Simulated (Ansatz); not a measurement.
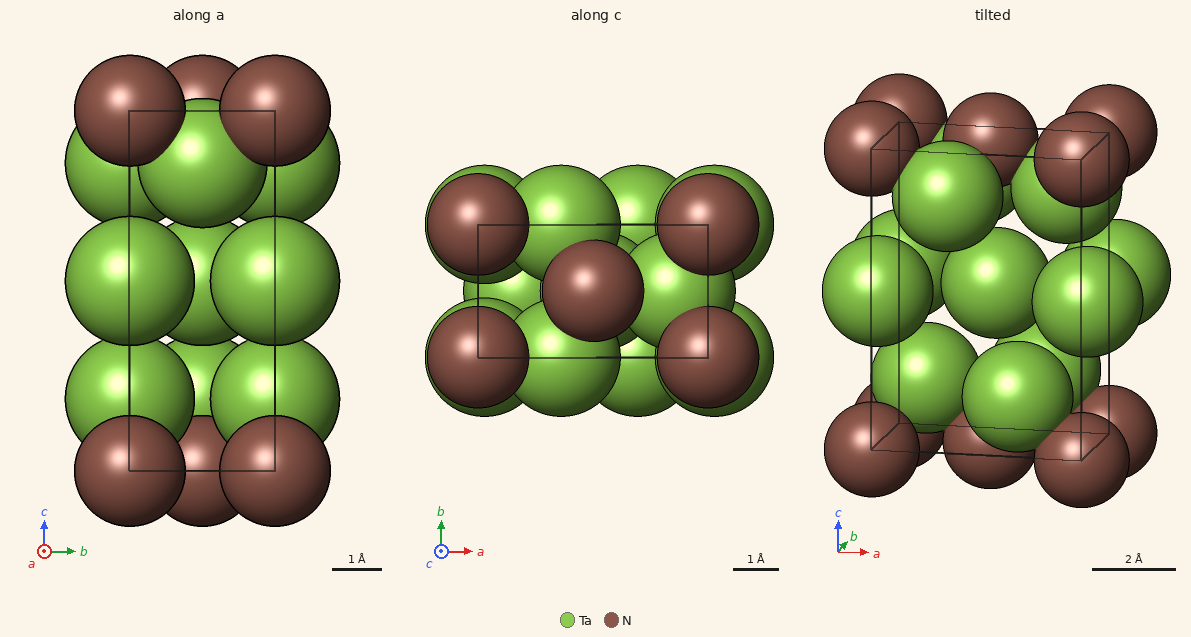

The figure gives a space-filling picture of the atoms, viewed along the a axis, along the c axis and slightly off an axis. The conventional unit cell is drawn as a box. Cell: a = 5.197 Å, b = 3.001 Å, c = 7.450 Å, α = 90.00°, β = 90.00°, γ = 90.00°.

State composition, symmetry and coordination.

- The structure is one of Ta$_{3}$N.
- It is base-centred monoclinic, space group Cm (No. 8).
- Content of the cell: 6 Ta, 2 N (Z = 2).

Starting structure: a structure listed in the Materials Project. The cell was then strained or its atoms displaced on purpose. It went into a calculation with Ansatz.

At this level of theory the cell isn't at rest (compressed, at 4 GPa and forces up to 3.4 eV/Å), so its distances can differ from those at equilibrium, the more so the softer the solid.
